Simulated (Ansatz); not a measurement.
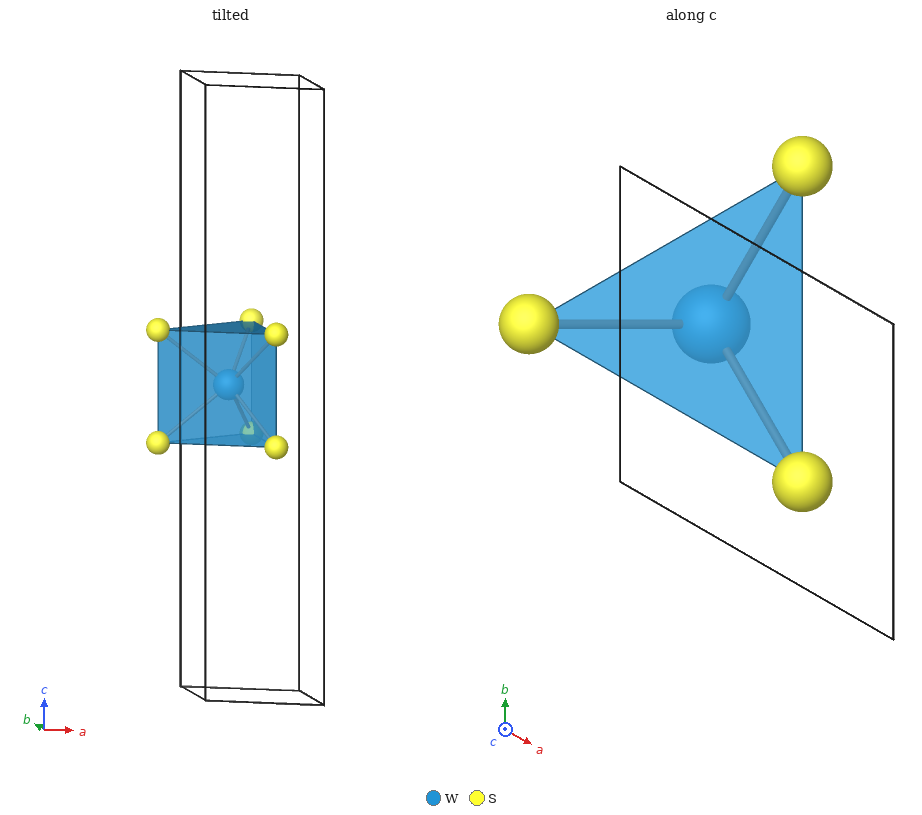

A polyhedral rendering, viewed slightly off an axis and along the c axis. Thin lines show the simulation cell, with boundary atoms drawn in all their periodic places. A few atoms beyond the faces are included.

WS$_{2}$, space group P-6m2 (No. 187), a = 3.324 Å, b = 3.324 Å, c = 16.515 Å, α = 90.00°, β = 90.00°, γ = 120.00°. It goes back to a structure listed in the Materials Project. The cell was then strained or its atoms displaced on purpose. A calculation with Ansatz used it as input.

This one geometry was computed with Ansatz (DFT, plane waves, PAW) at three levels of theory: PBE, r2SCAN and HSE06.

**Which level gives the highest pressure at this volume, and what does that say about its equilibrium volume?**

Highest: PBE (-2.2 GPa), which points to the largest equilibrium volume. Lowest, with the smallest volume: HSE06 (-3.7 GPa). Levels within 0.5 GPa of each other can't be told apart.

**How does the band gap change with the level of theory?**

PBE: a gap of 0.77 eV, indirect; r2SCAN: a gap of 0.84 eV, indirect; HSE06: a gap of 1.18 eV, indirect.

**Collect the results in a table.**

| level | cutoff (eV) | k-mesh of the run's cell | gap (eV) | pressure (GPa) |
| --- | --- | --- | --- | --- |
| PBE | 420 | 12×12×2 | 0.77 | -2.2 |
| r2SCAN | 500 | 12×12×2 | 0.84 | -2.9 |
| HSE06 | 420 | 6×6×2 | 1.18 | -3.7 |

Gaps are taken on the k-mesh or band path of each run.
